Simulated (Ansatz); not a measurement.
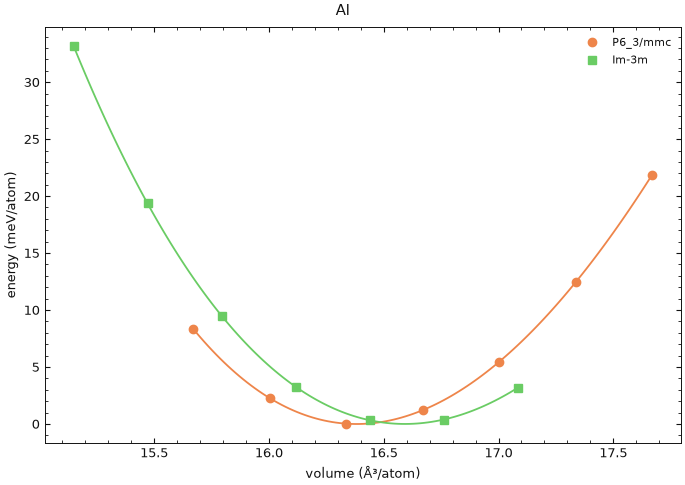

The figure shows the energy against volume, with one curve for each structure, for Al. Each energy curve has its own zero, so the curves don't rank the structures.

Calculation (Ansatz 0.2.0): all-electron LAPW DFT, no spin polarisation; energies at scaled volumes of the given cell, shape and fractions fixed, counted from the fit's minimum, third-order Birch-Murnaghan fit. Level: PBEsol.

- occupations: Fermi–Dirac
- smearing width: 0.05 eV
- potentials: all electron LAPW, scalar relativistic

Settings that differ: P6_3/mmc: k mesh 11×11×6; Im-3m: k mesh 12×12×12.

Give the values behind the plot as a table.

P6_3/mmc:
```
volume (Å³/atom)  energy (meV/atom)
           15.67               8.37
           16.00               2.29
           16.34               0.03
           16.67               1.20
           17.00               5.45
           17.34              12.46
           17.67              21.87
```

Im-3m:
```
volume (Å³/atom)  energy (meV/atom)
           15.15              33.19
           15.47              19.36
           15.79               9.51
           16.12               3.27
           16.44               0.33
           16.76               0.38
           17.08               3.16
```

Keep in mind: shape and atomic fractions are frozen while scaling, which makes layered, chain and framework solids too stiff.
